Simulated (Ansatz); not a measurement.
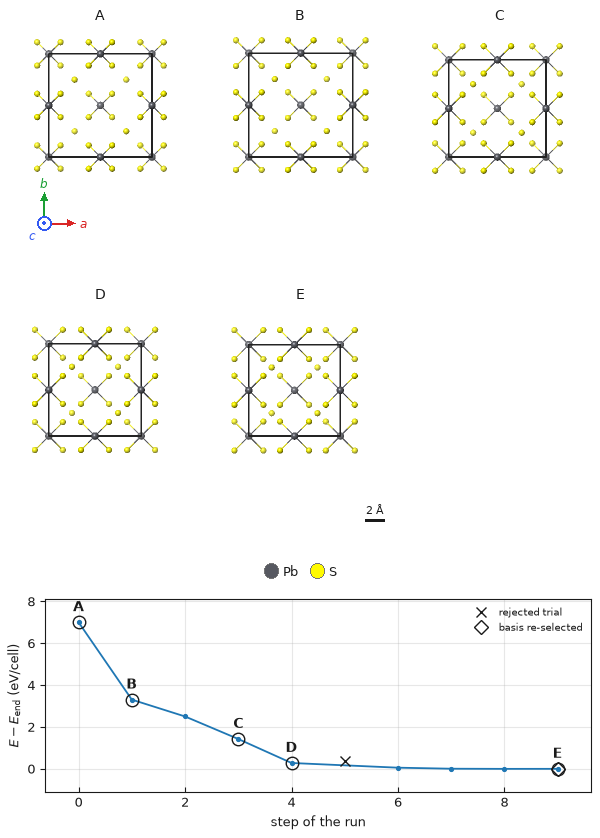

Frames of a relaxation of solid PbS5 (a generated structure, set up in F-43m) (coarse preliminary run), marked on the history of the run. The picture is a ball-and-stick view of the conventional cell (4 times the calculation's cell), seen along the c axis. Lengths and directions refer to the drawn axes.

The calculation used DFT PBE, scalar-relativistic, plane waves, PAW (Ansatz).

The input:
```yaml
crystal:
  lattice:
    - [0.0, 5.43919967, 5.43919967]
    - [5.43919967, 0.0, 5.43919967]
    - [5.43919967, 5.43919967, 0.0]
  atoms:
    - { symbol: Pb, position: [0.5, 0.5, 0.5] }
    - { symbol: S, position: [0.38669947, 0.38669947, 0.38669947] }
    - { symbol: S, position: [0.38669947, 0.38669947, 0.8399016] }
    - { symbol: S, position: [0.38669947, 0.8399016, 0.38669947] }
    - { symbol: S, position: [0.8399016, 0.38669947, 0.38669947] }
    - { symbol: S, position: [0.75, 0.75, 0.75] }
basis:
  ecutwfc: 420
kpoints:
  mp_grid: { grid: [4, 4, 4] }
hamiltonian:
  xc: pbe
scf:
  occupations: { method: gaussian, width: 0.1 }
  lower_state_search: "off"
output:
  forces: true
  stress: true
  eigenvalues: true
relax:
  adjacent_minimum: "off"
  f_tol: 0.04
  max_steps: 70
  cell: { stress_tol: 0.4 }
```

Run as
```bash
ansatz run input.yaml --threads 1 --pin off --max-ram 2560MiB --backend cpu --events-out ev --progress --plain --runs-dir out
```

**What happens along the run?**

The largest moves relative to the cell, 0.75 Å, are those of S2, S3, S4 and S5. S3 goes along [1 1 1]. Pb stays in place. Cell: a = b = c 10.878 → 9.644 Å (−11.4 %). Volume −30.3 %. Some distances before and after: S2–S3 4.206 → 2.499 Å, Pb1–S2 2.135 → 2.645 Å. The space group stays F-43m (No. 216). After 7 accepted moves (9 points after the start) the energy has fallen by 7.006 eV per cell of the calculation. Largest force component: 4.3 eV/Å at the start, 0.0065 eV/Å at the end. Pressure: 9.16 GPa at the start and 0.00 GPa at the end. The line search rejected the trial step at point 5 of the run. The SCF was repeated once at an unchanged geometry on a basis and grid sized afresh for the cell, which shifted the energy by 1.7 meV per cell of the calculation at most. From step 0 to 1: S atoms move most (0.20 Å), volume +2.2 %, energy −3.698 eV per cell of the calculation. From step 1 to 3: S atoms move most (0.31 Å), volume −18.3 %, energy −1.882 eV per cell of the calculation. From step 3 to 4: S atoms move most (0.17 Å), volume −14.2 %, energy −1.146 eV per cell of the calculation. From step 4 to 9: S atoms move most (0.12 Å), volume −2.8 %, energy −0.280 eV per cell of the calculation.

Limits of the set-up: layers or molecules are held without a dispersion correction, so their spacing is unreliable.
